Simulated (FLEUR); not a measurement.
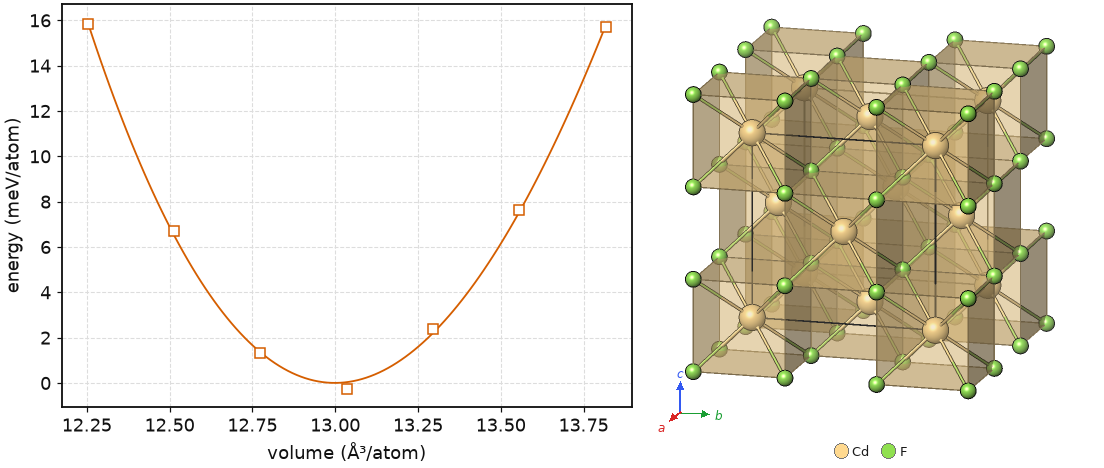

The picture above shows the energy against volume for CdF₂, space group Fm-3m (No. 225). The conventional cell is drawn beside the plot.

Cell as given: a = 3.810 Å, b = 3.810 Å, c = 3.810 Å, α = 60.00°, β = 60.00°, γ = 60.00°; 3 atoms.

Computed with FLEUR MaX-R8.1 (later development tree): all-electron LAPW DFT, no spin polarisation; energies at scaled volumes of the given cell, shape and fractions fixed, counted from the fit's minimum, third-order Birch-Murnaghan fit. Level: PBEsol.

```
         setting                          value
          k mesh                          9×9×9
     occupations                    Fermi–Dirac
  smearing width                        0.05 eV
      potentials                   all electron
program settings  basis FLAPW, kmax 4.62 1/bohr
```

> Give the fitted equation-of-state parameters.

A third-order Birch–Murnaghan fit gives V0 = 13.00 Å³/atom, B0 = 108 GPa and B′ = 3.8.
